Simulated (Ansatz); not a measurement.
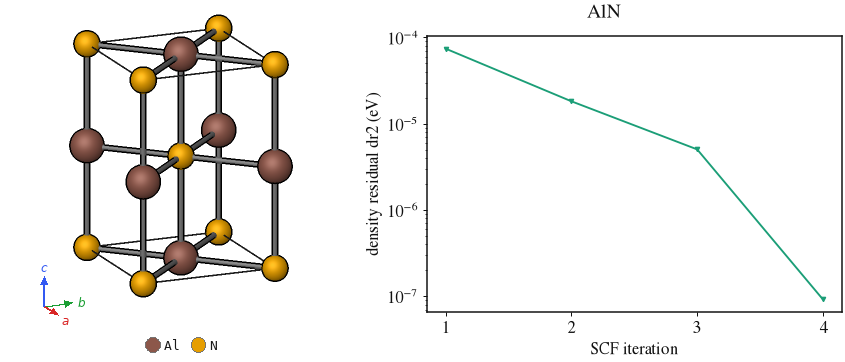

Beside the plot: the structure in its conventional cell.

The plot shows the SCF iterations of a calculation: density residual dr2. The starting density is a sum of atomic densities corrected by a trained network, so the first residual is already small.

AlN (2 atoms in the cell), run with Ansatz.

```
crystal:
  lattice:
    - [0.0, 2.00400023, 2.09555354]
    - [2.00400023, 0.0, 2.09555354]
    - [2.00400023, 2.00400023, 0.0]
  atoms:
    - { symbol: Al, position: [0.5, 0.5, 0.5] }
    - { symbol: "N", position: [0.0, 0.0, 0.0] }
basis:
  ecutwfc: 420
kpoints:
  mp_grid: { grid: [10, 10, 10] }
hamiltonian:
  xc: pbe
scf:
  occupations: { method: gaussian, width: 0.05 }
  max_iter: 5
output:
  forces: true
  eigenvalues: true
  stress: true
```

Command:
```bash
ansatz run input.yaml --threads 1 --pin off --max-ram 2560MiB --backend cpu --events-out ev --progress --plain --runs-dir out
```

> Did the calculation converge?

It converged, after 4 iterations. The residual falls at every step.

> Is anything amiss with this input?

The input holds an odd setting (too few SCF iterations), but it does no harm here: the energy lies within 1 meV per atom of a run with usual settings.
